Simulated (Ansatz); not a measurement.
## Geometry relaxation, with input and output: Zn24O23 (charge +1) (part 2 of 4)

Zn24O23 (defect cell, 47 atoms in the cell, total charge +1); DFT PBE, scalar-relativistic, plane waves, PAW, spin-polarised (Ansatz 0.2.0); cutoff 420 eV, 2×2×2 k-mesh, Gaussian smearing of 0.01 eV, collinear spins. The structure derives from a Materials Project entry. It belongs to a series of runs on one base structure; here: O vacancy (site b), charge +1, atoms relaxed at the host's cell.

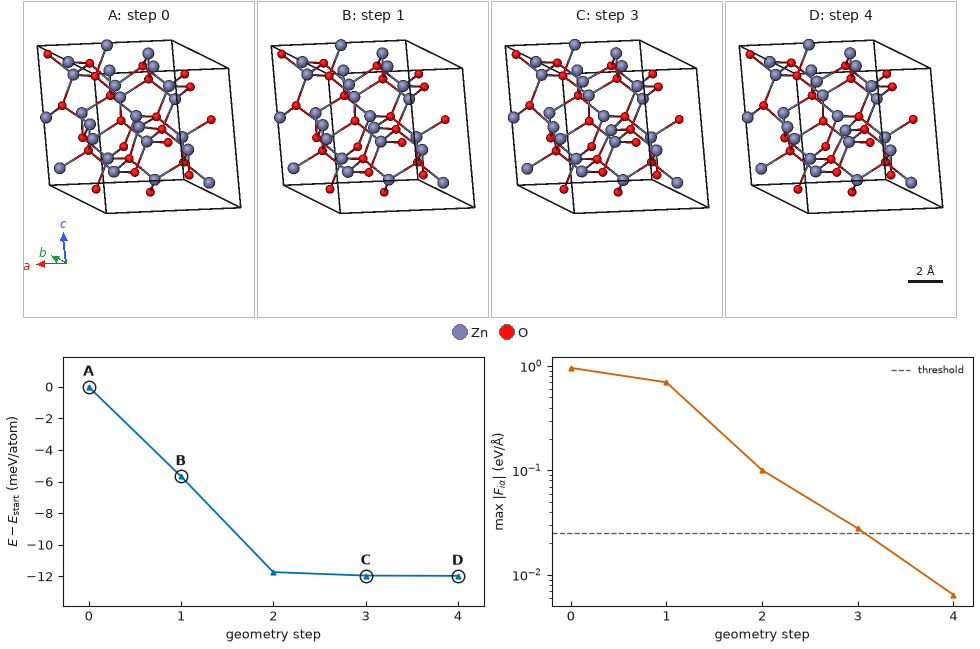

Frames of the relaxation (ball-and-stick view of the cell of the calculation (origin shifted), seen at an oblique angle) above the curves, on which the letters mark them (the first geometry is step 0 here and step 1 in the log).

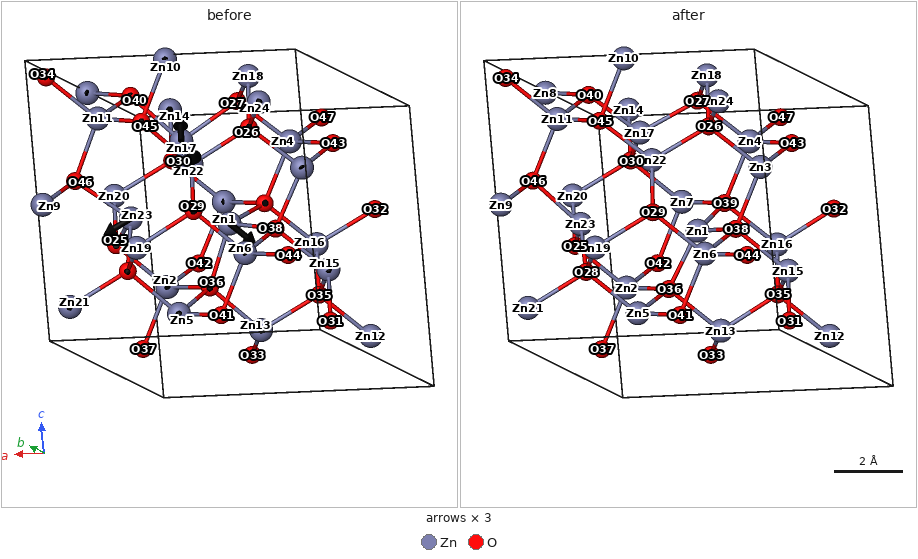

Before (left) and after (right) the relaxation, at one scale (ball-and-stick view of the cell of the calculation (origin shifted), seen at an oblique angle). The black arrows give the displacements, magnified 3 times. Over 4 geometry steps the energy falls by 12.0 meV per atom. Largest force component: 0.96 eV/Å at the start, 0.0064 eV/Å at the end. The atom that moves furthest is Zn1 (0.35 Å). By element the largest moves are Zn 0.35 Å, O 0.05 Å. The cell doesn't change. Among the contacts that change: Zn17–O30 2.026 → 1.953 Å, Zn17–O40 2.033 → 1.960 Å, Zn17–O27 2.024 → 1.954 Å, Zn14–O34 2.018 → 1.992 Å. Among the angles that change: Zn1–O36–Zn13 114.4° → 104.0°, Zn15–O25–Zn23 116.2° → 106.5°, O25–Zn23–O28 104.9° → 114.0°. (Atoms are counted from 1 in the order of the input.)

```
SCF converged after 8 iterations
Magnetization: 1.0000 μB (213.0000 up, 212.0000 down)
Absolute magnetization: 1.0483 μB (∫|ρ↑−ρ↓|, with the PAW one-centre terms)
Spin contamination: 0.0022 ħ² per cell (⟨S²⟩ above its minimum at these occupations)
Per-site moments (μB) at R_I (Å): [(0.013716190505652806, 0.8050844442828251), (0.0009723588099737696, 0.8212555262561043), (0.001480659299944227, 0.8190090487081431), (0.0009723588099736977, 0.8212555262561051), (0.0014806592999441182, 0.8190090487081418), (0.000972358809973548, 0.8212555262561045), (0.001480659299944422, 0.8190090487081427), (0.0015248231121507494, 0.8225177065054529), (0.00152482311215082, 0.8225177065054514), (0.001524823112150775, 0.822517706505452), (0.0002134946578059806, 0.823448238421252), (0.000995192856897217, 0.824622333552561), (0.0037583152027671272, 0.8197016054686739), (0.00223294546800992, 0.8215541728137836), (0.0037583152027667955, 0.8197016054686734), (0.0037583152027670227, 0.8197016054686744), (0.015420488143211637, 0.8054587946132967), (0.0009177010089129168, 0.8235947564277598), (0.0009177010089130515, 0.8235947564277607), (0.000917701008913223, 0.8235947564277604), (0.002232945468009716, 0.8215541728137843), (0.015420488143211652, 0.8054587946132962), (0.015420488143211607, 0.8054587946132964), (0.0022329454680098705, 0.8215541728137836), (0.022980628059688122, 0.8059751331679909), (0.023142302725990306, 0.8054587946132962), (0.022980628059688157, 0.8059751331679911), (0.02314230272599026, 0.8054587946132964), (0.0229806280596881, 0.8059751331679909), (0.02314230272599042, 0.8054587946132967), (0.008024676971929942, 0.8197016054686734), (0.008024676971929951, 0.8197016054686744), (0.008024676971930007, 0.8197016054686739), (0.0088554815079854, 0.8215541728137836), (0.00996851602654634, 0.8225111286854324), (0.023084888363672257, 0.8050844442828256), (0.0053295466830930015, 0.8215209616529183), (0.023084888363672246, 0.8050844442828257), (0.02308488836367239, 0.8050844442828251), (0.023537479009166508, 0.8084898789373494), (0.005217241050805636, 0.8190090487081418), (0.005217241050805739, 0.8190090487081427), (0.005217241050805638, 0.8190090487081431), (0.005329546683092911, 0.8215209616529193), (0.023537479009166563, 0.8084898789373485), (0.02353747900916642, 0.8084898789373486), (0.005329546683093013, 0.8215209616529174)]
Free energy (F): -92722.922738 eV
Harris-Foulkes:  -92722.922738 eV  (|F-HF|=2.01e-8)
Internal energy: -92722.922738 eV  (E = F + TS)
E sigma→0 (E₀):  -92722.922738 eV
Fermi energy:    7.692715 eV
--- Per-component energies (eV) ---
  E_band       = 548.785557
  E_kinetic    = 7133.508495
  E_local      = -49093.933518  (includes V_loc(G=0)·N_el)
  E_nonlocal   = 15963.199062
  E_hartree    = 20208.956676
  E_xc         = -4948.830322
  E_vxc        = -3361.459011  (∫ρ·V_xc dr)
  E_paw        = -47601.685369  (= ΣΔE_a)
  E_vpaw       = -10510.500605  (= ΣTr[D̂ρ^β])
  E_aug_tail   = 0.047332  (compensation charges beyond the density's cutoff)
  E_ewald      = -34384.185095
  E_smearing   = -0.000000  (= −TS)
  E_closure    = 0.000000  (closes the sum)
  E_deformation_potential = 13.409473  (in the stress; not in F)
  Σ components = -92722.922738   (vs F -92722.922738, Δ=0.00e0)
--- Forces (eV/Å), atoms counted from 1 ---
  atom   1  Zn    -0.00000000    -0.00000000    -0.00643636
  atom   2  Zn    -0.00046996     0.00208649    -0.00000242
  atom   3  Zn     0.00093583    -0.00100820    -0.00010304
  atom   4  Zn     0.00204193    -0.00063625    -0.00000242
  atom   5  Zn    -0.00134104    -0.00030635    -0.00010304
  atom   6  Zn    -0.00157197    -0.00145024    -0.00000242
  atom   7  Zn     0.00040521     0.00131455    -0.00010304
  atom   8  Zn     0.00048216     0.00073327    -0.00088352
  atom   9  Zn    -0.00087611     0.00005093    -0.00088352
  atom  10  Zn     0.00039395    -0.00078420    -0.00088352
  atom  11  Zn    -0.00000000     0.00000000    -0.00308002
  atom  12  Zn     0.00000000     0.00000000     0.00010107
  atom  13  Zn     0.00133215    -0.00165764    -0.00020844
  atom  14  Zn    -0.00026807    -0.00059307     0.00166828
  atom  15  Zn     0.00076948     0.00198249    -0.00020844
  atom  16  Zn    -0.00210163    -0.00032486    -0.00020844
  atom  17  Zn    -0.00121774    -0.00155426     0.00123155
  atom  18  Zn    -0.00006480     0.00038441    -0.00028402
  atom  19  Zn     0.00036531    -0.00013609    -0.00028402
  atom  20  Zn    -0.00030051    -0.00024832    -0.00028402
  atom  21  Zn     0.00064764     0.00006438     0.00166828
  atom  22  Zn    -0.00073716     0.00183173     0.00123155
  atom  23  Zn     0.00195490    -0.00027746     0.00123155
  atom  24  Zn    -0.00037957     0.00052869     0.00166828
  atom  25  O      0.00056198     0.00182199    -0.00080288
  atom  26  O      0.00143000    -0.00164755    -0.00130818
  atom  27  O      0.00129690    -0.00139768    -0.00080288
  atom  28  O     -0.00214182    -0.00041464    -0.00130818
  atom  29  O     -0.00185888    -0.00042431    -0.00080288
  atom  30  O      0.00071182     0.00206219    -0.00130818
  atom  31  O     -0.00188133     0.00047182     0.00054276
  atom  32  O      0.00053206    -0.00186519     0.00054276
  atom  33  O      0.00134927     0.00139337     0.00054276
  atom  34  O     -0.00000000    -0.00000000    -0.00024270
  atom  35  O      0.00000000     0.00000000     0.00057463
  atom  36  O      0.00166112    -0.00059159     0.00133116
  atom  37  O     -0.00018010    -0.00120712    -0.00007049
  atom  38  O     -0.00031823     0.00173437     0.00133116
  atom  39  O     -0.00134289    -0.00114278     0.00133116
  atom  40  O     -0.00015457     0.00057895     0.00315813
  atom  41  O      0.00047355     0.00018506    -0.00124053
  atom  42  O     -0.00007651    -0.00050263    -0.00124053
  atom  43  O     -0.00039704     0.00031758    -0.00124053
  atom  44  O      0.00113545     0.00044759    -0.00007049
  atom  45  O      0.00057867    -0.00015561     0.00315813
  atom  46  O     -0.00042410    -0.00042334     0.00315813
  atom  47  O     -0.00095535     0.00075953    -0.00007049
  max |Σ_I F_I| component: 1.68e-6 eV/Å
--- Charged-cell corrections in eV (Makov–Payne, q = +1.000 e, ε = [10.553, 10.553, 11.586]) ---
  F (periodic)     = -92722.922738  (uncorrected; the corrections below are reported, never added to it)
  E_corr1          = +0.223653  (monopole, q²α_M/2ε̄L, of the cell on which ε is isotropic)
  F Makov-Payne    = -92722.699085  (F + E_corr1; no measured alignment; for a localised charge, not one spread in a band: unchecked)
  no potential alignment in this run, which stands beside a crystal: run the host's input off ansatz write-host-input, and read the two finished runs by ansatz place-levels (neither reads a slab, a wire or a sheet, whose cell leaves a vacuum)
--- Band table (eV) ---
  k-point 0 ↑: bands = ["-11.1523", "-10.9345", "-10.8984", "-10.8675", "-10.7590", "-10.7576", "-10.7429", "-10.6871", "-10.6805", "-10.6258", "-10.6101", "-10.5867", "-10.5842", "-10.5321", "-10.5236", "-10.4855", "-10.4835", "-10.4580", "-10.4205", "-10.4198", "-10.3887", "-10.3810", "-10.3608", "0.6424", "0.6593", "0.6834", "0.7010", "0.7121", "0.7169", "0.7309", "0.7455", "0.7658", "0.8050", "0.8061", "0.8217", "0.8418", "0.8473", "0.8476", "0.9078", "0.9103",
      "0.9469", "0.9604", "0.9666", "0.9940", "1.0050", "1.0253", "1.0261", "1.0510", "1.0638", "1.0841", "1.0892", "1.1446", "1.1646", "1.1779", "1.1861", "1.2283", "1.2353", "1.2482", "1.2525", "1.2655", "1.2772", "1.2844", "1.3025", "1.3193", "1.3278", "1.3324", "1.3565", "1.3592", "1.3798", "1.3884", "1.3983", "1.3990", "1.4251", "1.4405", "1.4444", "1.4816", "1.5100", "1.5136", "1.5251", "1.5606",
      "1.5763", "1.5789", "1.5887", "1.6381", "1.6692", "1.6904", "1.6950", "1.7096", "1.7175", "1.7197", "1.7303", "1.7926", "1.8374", "1.8507", "1.8550", "1.8782", "1.8942", "1.9106", "1.9134", "1.9458", "1.9879", "2.0125", "2.0459", "2.0516", "2.1064", "2.1410", "2.1530", "2.1572", "2.1799", "2.1926", "2.1952", "2.2040", "2.2182", "2.2351", "2.2564", "2.2677", "2.2690", "2.2759", "2.2898", "2.3012",
      "2.3026", "2.3160", "2.3260", "2.3302", "2.3331", "2.3345", "2.3459", "2.3494", "2.3627", "2.3745", "2.3770", "2.3878", "2.3915", "2.3940", "2.3981", "2.4101", "2.4366", "2.4448", "2.4764", "2.4981", "2.5278", "2.5765", "2.6352", "2.7580", "2.7968", "2.8588", "2.8612", "2.8820", "2.8979", "2.9416", "2.9765", "3.0280", "3.0492", "3.0960", "3.1157", "3.2194", "3.2552", "3.2725", "3.5698", "3.7582",
      "3.7738", "3.7963", "3.9745", "4.0670", "4.0695", "4.1578", "4.1608", "4.2516", "4.2541", "4.2766", "4.3431", "4.3939", "4.4087", "4.4974", "4.5544", "4.6265", "4.7070", "4.7218", "4.8358", "4.8525", "4.9056", "4.9172", "4.9433", "5.0000", "5.0378", "5.0450", "5.0891", "5.2134", "5.2812", "5.2927", "5.3897", "5.3973", "5.4664", "5.4771", "5.4783", "5.5330", "5.5483", "5.5485", "5.5578", "5.5921",
      "5.5972", "5.6250", "5.7920", "5.8549", "5.8812", "5.9276", "5.9324", "5.9554", "5.9836", "6.0165", "6.4120", "6.4199", "7.4744", "8.8191", "9.8705", "10.0110", "10.5534", "10.8392", "11.0016", "11.0281", "11.2347", "11.7374", "11.7920", "11.8672", "12.0450", "12.0524", "12.4673", "12.7027", "12.7125", "13.0146", "13.1968", "13.2508", "13.7635", "13.7947", "13.8187", "14.0929", "14.2261", "14.2703", "14.2968", "14.4109",
      "14.4818", "14.5431", "14.5953", "14.6109", "14.7967", "14.8273", "14.8728", "14.9064", "14.9338", "15.0603", "15.3052", "15.3101", "15.3655", "15.5629", "15.6445", "15.8436", "15.8616", "15.9058", "15.9739", "16.0140"]
  k-point 1 ↑: bands = ["-11.1331", "-10.9507", "-10.9285", "-10.8775", "-10.7886", "-10.7496", "-10.7245", "-10.6634", "-10.6453", "-10.6135", "-10.6061", "-10.5829", "-10.5730", "-10.5430", "-10.5260", "-10.4936", "-10.4845", "-10.4708", "-10.4530", "-10.4225", "-10.3786", "-10.3669", "-10.3644", "0.6334", "0.6506", "0.6710", "0.6910", "0.7095", "0.7288", "0.7416", "0.7596", "0.7828", "0.7994", "0.8073", "0.8285", "0.8482", "0.8673", "0.8907", "0.9087", "0.9197",
      "0.9277", "0.9484", "0.9758", "0.9863", "1.0148", "1.0357", "1.0412", "1.0591", "1.0786", "1.0862", "1.1063", "1.1233", "1.1484", "1.1770", "1.1867", "1.2181", "1.2333", "1.2499", "1.2653", "1.2820", "1.2911", "1.2974", "1.3107", "1.3208", "1.3329", "1.3476", "1.3558", "1.3684", "1.3826", "1.3994", "1.4131", "1.4230", "1.4341", "1.4503", "1.4539", "1.4697", "1.4866", "1.4991", "1.5191", "1.5216",
      "1.5410", "1.5542", "1.5832", "1.5908", "1.6185", "1.6400", "1.6478", "1.6648", "1.6935", "1.7044", "1.7188", "1.7437", "1.7797", "1.8290", "1.8467", "1.8647", "1.8839", "1.8888", "1.9236", "1.9460", "1.9685", "1.9893", "2.0046", "2.0535", "2.1144", "2.1234", "2.1566", "2.1691", "2.1755", "2.1822", "2.1961", "2.2160", "2.2277", "2.2348", "2.2458", "2.2486", "2.2621", "2.2755", "2.2795", "2.2905",
      "2.2944", "2.3035", "2.3223", "2.3325", "2.3478", "2.3547", "2.3589", "2.3681", "2.3740", "2.3850", "2.3994", "2.4028", "2.4110", "2.4172", "2.4240", "2.4356", "2.4482", "2.4703", "2.5030", "2.5280", "2.5512", "2.5796", "2.5930", "2.6839", "2.8381", "2.8721", "2.9112", "2.9347", "2.9826", "3.0220", "3.0595", "3.1192", "3.2403", "3.2747", "3.3236", "3.3454", "3.3807", "3.4282", "3.4482", "3.4639",
      "3.5540", "3.5644", "3.7254", "3.9147", "3.9578", "4.0430", "4.0771", "4.1974", "4.2512", "4.3224", "4.3641", "4.3999", "4.4813", "4.5463", "4.5622", "4.5831", "4.6585", "4.7444", "4.7675", "4.8570", "4.8909", "4.9593", "5.0502", "5.0876", "5.1047", "5.1454", "5.1880", "5.2469", "5.2623", "5.2974", "5.3248", "5.3567", "5.3948", "5.4098", "5.4567", "5.5211", "5.5279", "5.5460", "5.5899", "5.6181",
      "5.6418", "5.6917", "5.7611", "5.8217", "5.8692", "5.9070", "5.9627", "5.9771", "6.0709", "6.0770", "6.3084", "6.3647", "7.5438", "8.8692", "9.7346", "9.8087", "10.5492", "10.7509", "10.9751", "11.0817", "11.6236", "11.7109", "11.9786", "12.1470", "12.1985", "12.4262", "12.4812", "12.5484", "12.6993", "12.7669", "13.0194", "13.1963", "13.2701", "13.5080", "13.7384", "13.9136", "14.0346", "14.1423", "14.2625", "14.3838",
      "14.5613", "14.5844", "14.7712", "14.9072", "14.9728", "15.0141", "15.0384", "15.0542", "15.0818", "15.1019", "15.1158", "15.1254", "15.1577", "15.1873", "15.2226", "15.7958", "16.0965", "16.2062", "16.2743", "16.3761"]
```
